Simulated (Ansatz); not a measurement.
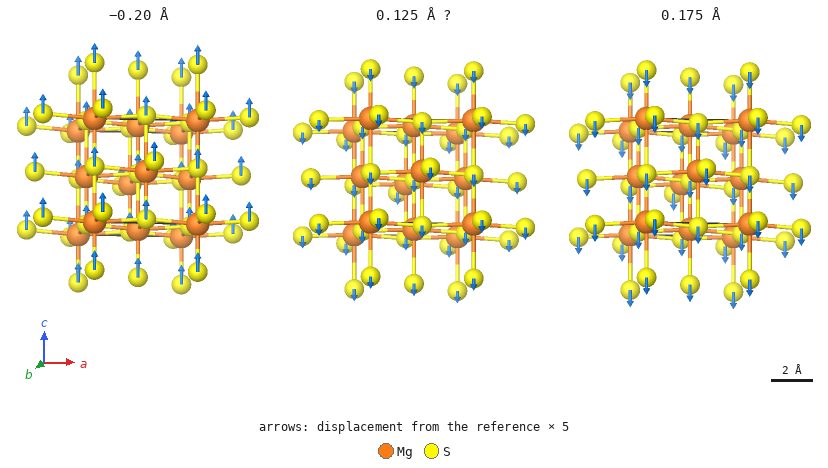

A crystal of MgS (Fm-3m): the whole S sublattice is shifted rigidly, towards the nearest copy of atom 1 (Mg) at 2.602 Å, all else fixed. The picture is a ball-and-stick view of the conventional cell (4 times the calculation's cell), seen along the b axis, with a slight tilt. Blue arrows: displacements from the reference. Lengths and directions refer to the drawn axes.

Theory: DFT PBEsol, scalar-relativistic, plane waves, PAW (Ansatz). Set-up: plane-wave cutoff 420 eV; k-point mesh 8 × 8 × 8; occupations gaussian; smearing width 0.05 eV; no spin polarisation. Energies (free energies at the smearing named) are counted from the cell as listed in its source, which wasn't relaxed.

```json
{"displacement (Å)": "−0.200", "ΔE (meV/cell)": "62.6"}
{"displacement (Å)": "−0.100", "ΔE (meV/cell)": "14.4"}
{"displacement (Å)": "0.000", "ΔE (meV/cell)": "0.0"}
{"displacement (Å)": "0.025", "ΔE (meV/cell)": "0.9"}
{"displacement (Å)": "0.050", "ΔE (meV/cell)": "3.5"}
{"displacement (Å)": "0.075", "ΔE (meV/cell)": "8.0"}
{"displacement (Å)": "0.125", "ΔE (meV/cell)": "?"}
{"displacement (Å)": "0.150", "ΔE (meV/cell)": "33.5"}
{"displacement (Å)": "0.175", "ΔE (meV/cell)": "46.7"}
```

Fill in the missing row.

A straight line between the two neighbours gives 25.0 meV/cell. A cubic through the four nearest rows (0.050, 0.075, 0.150, 0.175) gives, with Lagrange weights, (−0.2000)(3.5) + (0.5000)(8.0) + (1.0000)(33.5) + (−0.3000)(46.7) = 22.8 meV/cell. The calculation gives 22.8 meV/cell, so the cubic is right to the digits shown and the straight line 2.2 meV/cell too high, as the curve bends upwards here.

The whole profile:

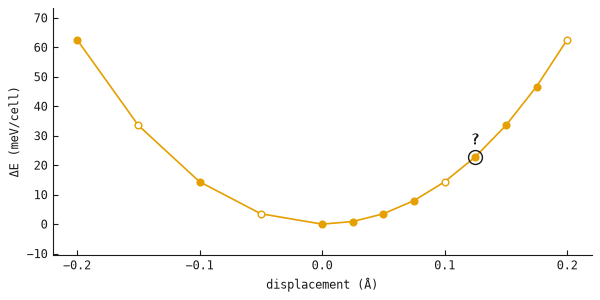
